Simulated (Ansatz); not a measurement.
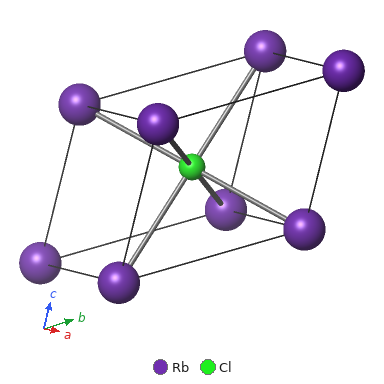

System: RbCl, space group Fm-3m (No. 225) (cell built by us, not taken from a database). The picture shows the cell.

Input of the run:
```
crystal:
  lattice:
    - [0.0, 3.349472762, 3.349472762]
    - [3.349472762, 0.0, 3.349472762]
    - [3.349472762, 3.349472762, 0.0]
  atoms:
    - { symbol: Rb, position: [0.0, 0.0, 0.0] }
    - { symbol: Cl, position: [0.5, 0.5, 0.5] }
basis:
  ecutwfc: 420
kpoints:
  mp_grid: { grid: [8, 8, 8] }
hamiltonian:
  xc: pbe
scf:
  occupations: { method: fixed }
output:
  forces: true
  stress: true
  eigenvalues: true
elastic:
  mode: relaxed_ion
  stencil: two_point
```

Launched with:
```bash
ansatz run input.yaml --threads 1 --pin off --max-ram 2560MiB --backend cpu --events-out ev --progress --plain --runs-dir out
```

How it was computed, with Ansatz 0.2.0: elastic stress-strain coefficients at zero temperature from small strains of the given cell, Voigt order xx yy zz yz xz xy, Cartesian axes of the cell vectors; plane waves with PAW datasets, Γ-centred k mesh. Level: PBE, no spin polarisation.

| setting | value |
| --- | --- |
| wave cutoff | 420 eV |
| k mesh | 8×8×8 |
| occupations | fixed |
| ions | relaxed |
| strain amplitude | 0.002 |

Predict the stiffness matrix in Voigt order.

All six eigenvalues of the matrix are positive (the least is 5.2 GPa), so the crystal is mechanically stable. Over all directions E runs from 13.9 to 30.1 GPa, a ratio of 2.2. E is 30.1 GPa along x, y and z alike, and 13.9 GPa along the body diagonal x + y + z. The Hill averages are K = 14.2 GPa and G = 7.7 GPa, Poisson's ratio 0.27; K/G = 1.84.

Stiffness matrix C (GPa), Voigt order:
|  | xx | yy | zz | yz | xz | xy |
| --- | --- | --- | --- | --- | --- | --- |
| xx | 31.7 | 5.4 | 5.4 | 0.0 | 0.0 | 0.0 |
| yy | 5.4 | 31.7 | 5.4 | 0.0 | 0.0 | 0.0 |
| zz | 5.4 | 5.4 | 31.7 | 0.0 | 0.0 | 0.0 |
| yz | 0.0 | 0.0 | 0.0 | 5.2 | 0.0 | 0.0 |
| xz | 0.0 | 0.0 | 0.0 | 0.0 | 5.2 | 0.0 |
| xy | 0.0 | 0.0 | 0.0 | 0.0 | 0.0 | 5.2 |

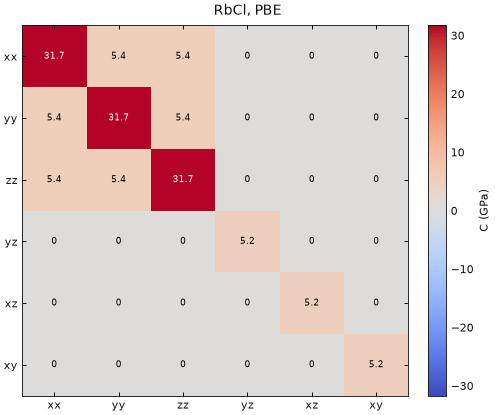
